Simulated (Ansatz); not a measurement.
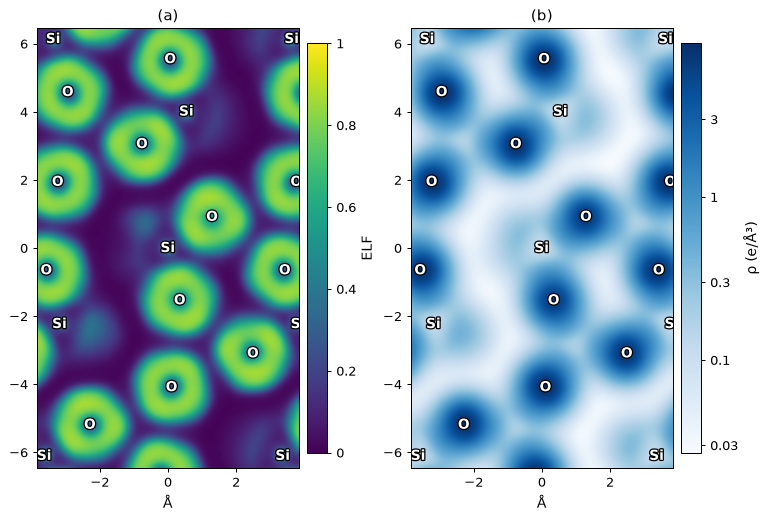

Figure 1: Si15O32 (cell charge +2, with a compensating background) (cell with a defect). (a) ELF; (b) valence pseudo-density on the (11̄0) plane of the calculation cell.

PAW files of the earlier set (soft_1).

The calculation used DFT PBEsol, scalar-relativistic, plane waves, PAW (Ansatz).

### Describe what can be read from this map.

The plane passes through Si and O nuclei. Atoms just off the plane (Si, 0.5 Å away) can leave unmarked features too. Si–O (1.60 Å): ρ at the midpoint is about 1.3 e/Å³; the ELF peaks at about 0.85 between the atoms; a short, strongly polar bond. Si–O (1.62 Å): ρ is about 1.2 e/Å³ halfway; the ELF peaks at about 0.85 between the atoms: a polar covalent bond. Between the atoms the lowest density in this plane is 0.03 e/Å³. The ELF also peaks beside O, away from the bonds: lone-pair regions.
